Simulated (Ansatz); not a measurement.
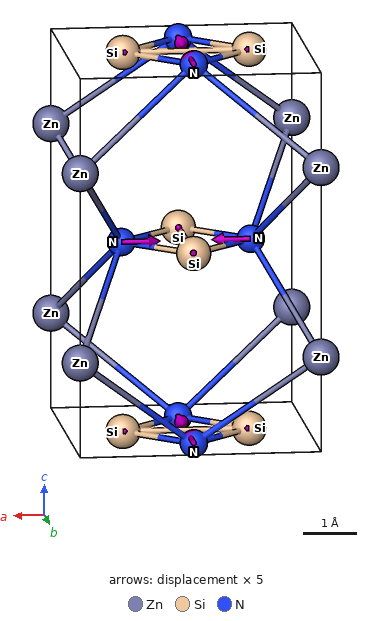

This is a relaxation of a crystal of ZnSi2N2 (a generated structure, set up in P4_2/mmc) (coarse preliminary run). The starting structure is drawn; purple arrows show the displacements (the part carried along by the change of the cell is left out), 5 times their true length.

The picture is a ball-and-stick view of the cell of the calculation, seen from a free direction.

Method: Ansatz, DFT PBE, scalar-relativistic, plane waves, PAW. (plane-wave cutoff 420 eV; k-point mesh 4 × 4 × 4; occupations gaussian; smearing width 0.1 eV; no spin polarisation; cell and atoms relaxed; force threshold 0.04 eV/Å; at most 70 steps)

Q: Which element moves most?

A: Nitrogen: up to 0.15 Å, against 0.02 Å for silicon.

Q: Describe the change and its energy.

A: The energy falls by 6.059 eV per cell of the calculation in 16 accepted moves (18 points after the start). Largest force component: 0.93 eV/Å at the start, 0.021 eV/Å at the end. The pressure goes from 1.67 to 0.02 GPa. The SCF was repeated twice at an unchanged geometry on a basis and grid sized afresh for the cell, which shifted the energy by 0.143 eV per cell of the calculation at most. The largest moves relative to the cell, 0.15 Å, are those of N atoms. Largest moves by element: N 0.15 Å, Si 0.02 Å. Zn stays in place. The volume changes by −26.6 %, with a = b 4.620 → 5.277 Å (+14.2 %), c 7.377 → 4.150 Å (−43.7 %). Near-neighbour distances that change, for instance: Zn–Zn 3.689 → 2.075 Å, N–Si 3.689 → 2.077 Å, Si–Si 4.067 → 2.831 Å, Si–Si 2.198 → 2.552 Å. New bonds form: N–Si (3.69 → 2.08 Å), Zn–Zn (3.69 → 2.07 Å). Among the angles between lasting bonds that change: Si–N–Si 88.5° → 94.3°, N–Si–N 91.5° → 85.7°, Si–Si–N 134.3° → 137.1°. The space group stays P4_2/mmc (No. 131). Cost: 4.2 min on 1 thread of Intel(R) Xeon(R) Processor @ 2.70GHz, with other jobs on the host, peak memory 0.47 GiB.
